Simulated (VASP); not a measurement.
# Geometry relaxation, with input and output: InSb (part 2 of 2)

InSb (2 atoms in the cell); Kohn-Sham DFT of a periodic cell, r2SCAN, VASP PAW PBE potentials, recommended, no spin polarisation (VASP 6.6.1); cutoff 600 eV, 10×10×10 k-mesh, Gaussian smearing of 0.03 eV. The structure derives from an entry of the Crystallography Open Database.

Geometry of the input (Å; fractional positions):
```
0.0000  3.2391  3.2391
3.2391  0.0000  3.2391
3.2391  3.2391  0.0000
In 0.0000  0.0000  0.0000
Sb 0.2500  0.2500  0.2500
```

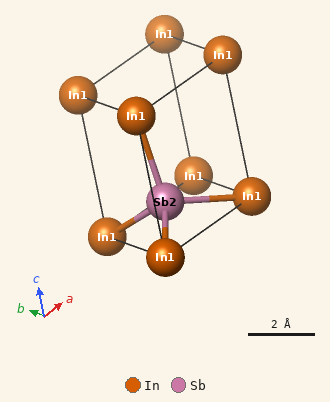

The geometry at step 1 of the log (ball-and-stick view of the cell of the calculation, seen slightly off an axis; atoms are numbered from 1 in the order of the input).

**Parts of OUTCAR, continued**
```
--------------------------------------- Ionic step        1  -------------------------------------------

 number of electron      18.0000001 magnetization

 Free energy of the ion-electron system (eV)
  ---------------------------------------------------
  ext. energy  EPLUGINS =         0.00000000
  ---------------------------------------------------
  free energy    TOTEN  =       -48.75551426 eV

  energy without entropy =      -48.75551426  energy(sigma->0) =      -48.75551426

 E-fermi :   5.0449     XC(G=0):  -9.2446     alpha+bet :-10.2401

 val. band max:        4.9265759791   @ k =   0.0000   0.0000   0.0000
 cond. band min:       5.1677920139   @ k =   0.0000   0.0000   0.0000
 fundamental gap:      0.2412160348
 Fermi energy:         5.0449436220

 k-point     1 :       0.0000    0.0000    0.0000
  band No.  band energies     occupation
      1     -10.1704      2.00000
      2     -10.1704      2.00000
      3     -10.1704      2.00000
      4     -10.0682      2.00000
      5     -10.0682      2.00000
      6      -6.1983      2.00000
      7       4.9266      2.00000
      8       4.9266      2.00000
      9       4.9266      2.00000
     10       5.1678      0.00000
     11       8.1425      0.00000
     12       8.1425      0.00000
     13       8.1426      0.00000

 k-point     2 :       0.1000    0.0000    0.0000
  band No.  band energies     occupation
      1     -10.1754      2.00000
      2     -10.1680      2.00000
      3     -10.1680      2.00000
      4     -10.0684      2.00000
      5     -10.0684      2.00000
      6      -6.1018      2.00000
      7       3.5418      2.00000
      8       4.7819      2.00000
      9       4.7819      2.00000
     10       6.0655      0.00000
     11       8.3450      0.00000
     12       8.3450      0.00000
     13       8.3887      0.00000

 k-point     3 :       0.2000    0.0000    0.0000
  band No.  band energies     occupation
      1     -10.1885      2.00000
      2     -10.1622      2.00000
      3     -10.1622      2.00000
      4     -10.0686      2.00000
      5     -10.0686      2.00000
      6      -5.8232      2.00000
      7       1.9982      2.00000
      8       4.4686      2.00000
      9       4.4686      2.00000
     10       6.1935      0.00000
     11       8.7491      0.00000
     12       8.7491      0.00000
     13       9.3960      0.00000

 k-point     4 :       0.3000    0.0000    0.0000
  band No.  band energies     occupation
      1     -10.2044      2.00000
      2     -10.1555      2.00000
      3     -10.1555      2.00000
      4     -10.0681      2.00000
      5     -10.0681      2.00000
      6      -5.4050      2.00000
      7       0.6114      2.00000
      8       4.1603      2.00000
      9       4.1603      2.00000
     10       5.9943      0.00000
     11       9.0043      0.00000
     12       9.0043      0.00000
     13      10.7624      0.00000

 k-point     5 :       0.4000    0.0000    0.0000
  band No.  band energies     occupation
      1     -10.2170      2.00000
      2     -10.1508      2.00000
      3     -10.1507      2.00000
      4     -10.0672      2.00000
      5     -10.0672      2.00000
      6      -4.9617      2.00000
      7      -0.4333      2.00000
      8       3.9503      2.00000
      9       3.9503      2.00000
     10       5.8247      0.00000
     11       9.0401      0.00000
     12       9.0401      0.00000
     13      11.4369      0.00000

 [... the levels of 18 k-points are left out ...]

 k-point    24 :       0.4000    0.3000    0.0000
  band No.  band energies     occupation
      1     -10.2394      2.00000
      2     -10.1338      2.00000
      3     -10.1329      2.00000
      4     -10.0829      2.00000
      5     -10.0608      2.00000
      6      -4.7477      2.00000
      7      -0.1413      2.00000
      8       2.6885      2.00000
      9       2.9433      2.00000
     10       6.6657      0.00000
     11       7.5025      0.00000
     12      11.2236      0.00000
     13      11.7517      0.00000

 [... further k-points ...]

------------------------ aborting loop because EDIFF is reached ----------------------------------------

  FORCE on cell =-STRESS in cart. coord.  units (eV):
  Direction    XX          YY          ZZ          XY          YZ          ZX
  --------------------------------------------------------------------------------------
  -------------------------------------------------------------------------------------
  Total        0.7302520      0.7302520      0.7302520     -0.0000000     -0.0000000     -0.0000000
  in kB       17.2139393     17.2139393     17.2139393     -0.0000000     -0.0000000     -0.0000000
  external PRESSURE =      17.2139393 kB  Pullay stress =       0.0000000 kB

 VOLUME and BASIS-vectors are now :
 -----------------------------------------------------------------------------
  energy-cutoff  :      600.00
  volume of cell :       67.97
      direct lattice vectors                 reciprocal lattice vectors
     0.000000000  3.239100000  3.239100000    -0.154363867  0.154363867  0.154363867
     3.239100000  0.000000000  3.239100000     0.154363867 -0.154363867  0.154363867
     3.239100000  3.239100000  0.000000000     0.154363867  0.154363867 -0.154363867

 POSITION                                       TOTAL-FORCE (eV/Angst)
 -----------------------------------------------------------------------------------
      0.00000      0.00000      0.00000         0.000000      0.000000      0.000000
      1.61955      1.61955      1.61955        -0.000000     -0.000000     -0.000000
 -----------------------------------------------------------------------------------
    total drift:                               -0.000001     -0.000001     -0.000002

  FREE ENERGIE OF THE ION-ELECTRON SYSTEM (eV)
  ---------------------------------------------------
  free  energy   TOTEN  =       -48.7555142645 eV

  energy  without entropy=      -48.7555142645  energy(sigma->0) =      -48.75551426

--------------------------------------- Ionic step        2  -------------------------------------------

 number of electron      17.9999999 magnetization

------------------------ aborting loop because EDIFF is reached ----------------------------------------

  FORCE on cell =-STRESS in cart. coord.  units (eV):
  Direction    XX          YY          ZZ          XY          YZ          ZX
  --------------------------------------------------------------------------------------
  -------------------------------------------------------------------------------------
  Total       -0.3034705     -0.3034705     -0.3034705     -0.0000000      0.0000000     -0.0000000
  in kB       -6.7885024     -6.7885024     -6.7885024     -0.0000000      0.0000000     -0.0000000
  external PRESSURE =      -6.7885024 kB  Pullay stress =       0.0000000 kB

 VOLUME and BASIS-vectors are now :
 -----------------------------------------------------------------------------
  energy-cutoff  :      600.00
  volume of cell :       71.62
      direct lattice vectors                 reciprocal lattice vectors
    -0.000000000  3.296155603  3.296155603    -0.151691868  0.151691868  0.151691868
     3.296155603 -0.000000000  3.296155603     0.151691868 -0.151691868  0.151691868
     3.296155603  3.296155603 -0.000000000     0.151691868  0.151691868 -0.151691868

 POSITION                                       TOTAL-FORCE (eV/Angst)
 -----------------------------------------------------------------------------------
      0.00000      0.00000      0.00000         0.000000      0.000000      0.000000
      1.64808      1.64808      1.64808        -0.000000     -0.000000     -0.000000
 -----------------------------------------------------------------------------------
    total drift:                               -0.000001     -0.000001     -0.000001

  FREE ENERGIE OF THE ION-ELECTRON SYSTEM (eV)
  ---------------------------------------------------
  free  energy   TOTEN  =       -48.7659227589 eV

  energy  without entropy=      -48.7658764769  energy(sigma->0) =      -48.76589962

--------------------------------------- Ionic step        3  -------------------------------------------

 number of electron      17.9999998 magnetization

 Free energy of the ion-electron system (eV)
  ---------------------------------------------------
  ext. energy  EPLUGINS =         0.00000000
  ---------------------------------------------------
  free energy    TOTEN  =       -48.76835570 eV

  energy without entropy =      -48.76830712  energy(sigma->0) =      -48.76833141

 E-fermi :   4.5684     XC(G=0):  -9.0834     alpha+bet : -9.8777

 val. band max:        4.5478004527   @ k =   0.0000   0.0000   0.0000
 cond. band min:       4.5686018362   @ k =   0.0000   0.0000   0.0000
 fundamental gap:      0.0208013834
 Fermi energy:         4.5684194432

 k-point     1 :       0.0000    0.0000    0.0000
  band No.  band energies     occupation
      1     -10.4750      2.00000
      2     -10.4750      2.00000
      3     -10.4750      2.00000
      4     -10.3837      2.00000
      5     -10.3837      2.00000
      6      -6.3438      2.00000
      7       4.5478      1.66896
      8       4.5478      1.66896
      9       4.5478      1.66894
     10       4.5686      0.99314
     11       7.7700      0.00000
     12       7.7700      0.00000
     13       7.7700      0.00000

 k-point     2 :       0.1000    0.0000    0.0000
  band No.  band energies     occupation
      1     -10.4794      2.00000
      2     -10.4730      2.00000
      3     -10.4730      2.00000
      4     -10.3838      2.00000
      5     -10.3838      2.00000
      6      -6.2522      2.00000
      7       3.1263      2.00000
      8       4.4126      2.00000
      9       4.4126      2.00000
     10       5.5465      0.00000
     11       7.9623      0.00000
     12       7.9623      0.00000
     13       7.9846      0.00000

 k-point     3 :       0.2000    0.0000    0.0000
  band No.  band energies     occupation
      1     -10.4906      2.00000
      2     -10.4679      2.00000
      3     -10.4679      2.00000
      4     -10.3839      2.00000
      5     -10.3839      2.00000
      6      -5.9886      2.00000
      7       1.6502      2.00000
      8       4.1173      2.00000
      9       4.1173      2.00000
     10       5.7144      0.00000
     11       8.3514      0.00000
     12       8.3514      0.00000
     13       8.9134      0.00000

 k-point     4 :       0.3000    0.0000    0.0000
  band No.  band energies     occupation
      1     -10.5042      2.00000
      2     -10.4621      2.00000
      3     -10.4621      2.00000
      4     -10.3835      2.00000
      5     -10.3835      2.00000
      6      -5.5951      2.00000
      7       0.3270      2.00000
      8       3.8247      2.00000
      9       3.8247      2.00000
     10       5.5361      0.00000
     11       8.6071      0.00000
     12       8.6071      0.00000
     13      10.2408      0.00000

 k-point     5 :       0.4000    0.0000    0.0000
  band No.  band energies     occupation
      1     -10.5150      2.00000
      2     -10.4579      2.00000
      3     -10.4578      2.00000
      4     -10.3827      2.00000
      5     -10.3827      2.00000
      6      -5.1826      2.00000
      7      -0.6636      2.00000
      8       3.6245      2.00000
      9       3.6245      2.00000
     10       5.3733      0.00000
     11       8.6528      0.00000
     12       8.6528      0.00000
     13      11.0360      0.00000

 [... the levels of 18 k-points are left out ...]

 k-point    24 :       0.4000    0.3000    0.0000
  band No.  band energies     occupation
      1     -10.5351      2.00000
      2     -10.4432      2.00000
      3     -10.4424      2.00000
      4     -10.3961      2.00000
      5     -10.3770      2.00000
      6      -4.9776      2.00000
      7      -0.4262      2.00000
      8       2.4281      2.00000
      9       2.6701      2.00000
     10       6.3113      0.00000
     11       7.1107      0.00000
     12      10.7225      0.00000
     13      11.2471      0.00000

 [... further k-points ...]

------------------------ aborting loop because EDIFF is reached ----------------------------------------

  FORCE on cell =-STRESS in cart. coord.  units (eV):
  Direction    XX          YY          ZZ          XY          YZ          ZX
  --------------------------------------------------------------------------------------
  -------------------------------------------------------------------------------------
  Total        0.0045583      0.0045583      0.0045583      0.0000000      0.0000000     -0.0000000
  in kB        0.1036492      0.1036492      0.1036492      0.0000000      0.0000000     -0.0000000
  external PRESSURE =       0.1036492 kB  Pullay stress =       0.0000000 kB

 VOLUME and BASIS-vectors are now :
 -----------------------------------------------------------------------------
  energy-cutoff  :      600.00
  volume of cell :       70.46
      direct lattice vectors                 reciprocal lattice vectors
    -0.000000000  3.278233934  3.278233934    -0.152521147  0.152521147  0.152521147
     3.278233934 -0.000000000  3.278233934     0.152521147 -0.152521147  0.152521147
     3.278233934  3.278233934 -0.000000000     0.152521147  0.152521147 -0.152521147

 POSITION                                       TOTAL-FORCE (eV/Angst)
 -----------------------------------------------------------------------------------
      0.00000      0.00000      0.00000         0.000000      0.000000      0.000000
      1.63912      1.63912      1.63912        -0.000000     -0.000000     -0.000000
 -----------------------------------------------------------------------------------
    total drift:                               -0.000001     -0.000001     -0.000001

  FREE ENERGIE OF THE ION-ELECTRON SYSTEM (eV)
  ---------------------------------------------------
  free  energy   TOTEN  =       -48.7683557040 eV

  energy  without entropy=      -48.7683071193  energy(sigma->0) =      -48.76833141

 reached required accuracy - stopping structural energy minimisation
```

**CONTCAR**
```
InSb
   1.00000000000000
    -0.0000000000000000    3.2782339336411779    3.2782339336411779
     3.2782339336411779   -0.0000000000000000    3.2782339336411779
     3.2782339336411779    3.2782339336411779   -0.0000000000000000
  In              Sb
     1     1
Direct
     0.0000000000000000    0.0000000000000000    0.0000000000000000
     0.2500000000000000    0.2500000000000000    0.2500000000000000

  0.00000000E+00  0.00000000E+00  0.00000000E+00
  0.00000000E+00  0.00000000E+00  0.00000000E+00
```

**Trajectory as extended XYZ (Å, eV, eV/Å), 3 frames, from step=0 to step=2**
```
2
Lattice="0.0000 3.2391 3.2391 3.2391 0.0000 3.2391 3.2391 3.2391 0.0000" Properties=species:S:1:pos:R:3:forces:R:3 step=0 energy=-48.75551
In    0.0000    0.0000    0.0000    0.0000   0.0000   0.0000
Sb    1.6196    1.6196    1.6196    0.0000   0.0000   0.0000
2
Lattice="-0.0000 3.2962 3.2962 3.2962 -0.0000 3.2962 3.2962 3.2962 -0.0000" Properties=species:S:1:pos:R:3:forces:R:3 step=1 energy=-48.76592
In    0.0000    0.0000    0.0000    0.0000   0.0000   0.0000
Sb    1.6481    1.6481    1.6481    0.0000   0.0000   0.0000
2
Lattice="-0.0000 3.2782 3.2782 3.2782 -0.0000 3.2782 3.2782 3.2782 -0.0000" Properties=species:S:1:pos:R:3:forces:R:3 step=2 energy=-48.76836
In    0.0000    0.0000    0.0000    0.0000   0.0000   0.0000
Sb    1.6391    1.6391    1.6391    0.0000   0.0000   0.0000
```

**Results in brief**

```tsv
quantity	value
outcome	converged
space group (tolerance 0.01 Å)	F-43m (216)
electrons treated	18
free energy	−48.7684 eV
Fermi energy	4.568 eV
gap on the k-point mesh	none (metallic)
pressure	0.01 GPa
final volume	70.46 Å³
largest force (length of the vector) at the end	under 0.001 eV/Å
final cell	a = 4.636 Å, b = 4.636 Å, c = 4.636 Å, α = 60.00°, β = 60.00°, γ = 60.00°
wall time	7.5 min
peak memory	0.28 GiB
```
